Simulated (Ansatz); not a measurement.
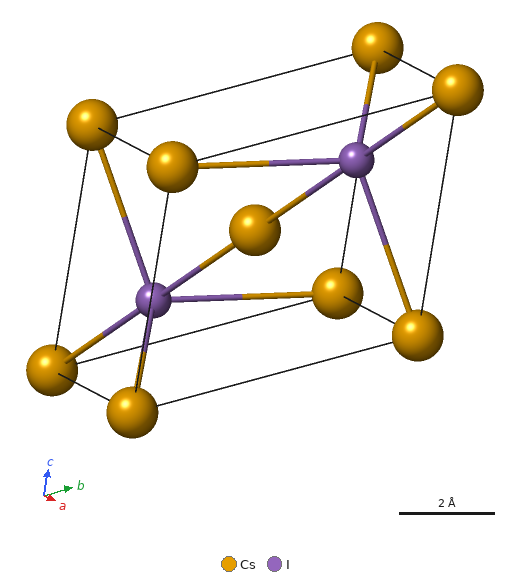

Normal modes of solid CsI, at the zone centre of a doubled cell. A ball-and-stick model of the cell of the calculation, seen slightly off an axis.

Computed with DFT PBE, scalar-relativistic, plane waves, PAW in Ansatz. (plane-wave cutoff 420 eV; k-point mesh 4 × 4 × 4; occupations gaussian; smearing width 0.05 eV; no spin polarisation)

Frequencies are those without the non-analytic (LO–TO) term.

Question: Which modes does it have, at what frequencies, and is it stable there?

Answer: The calculation's cell holds 4 atoms, so there are 9 modes besides the translations, in 3 levels. No level is unstable.

```
level  degeneracy  frequency (cm⁻¹)         origin
    1           3                46  zone boundary
    2           3                47    zone centre
    3           3                52  zone boundary
```

The modes drawn as arrows (one member of each degenerate set):

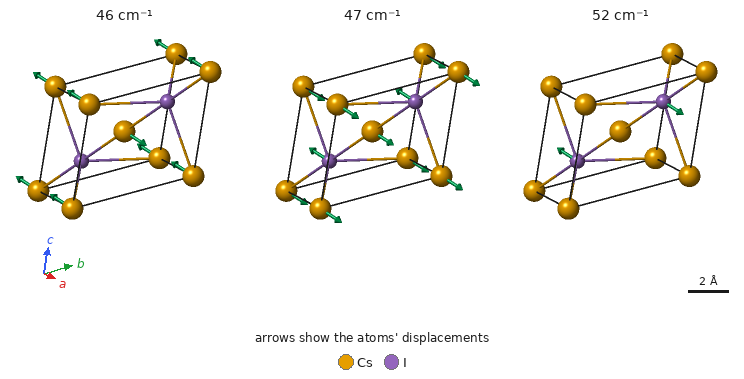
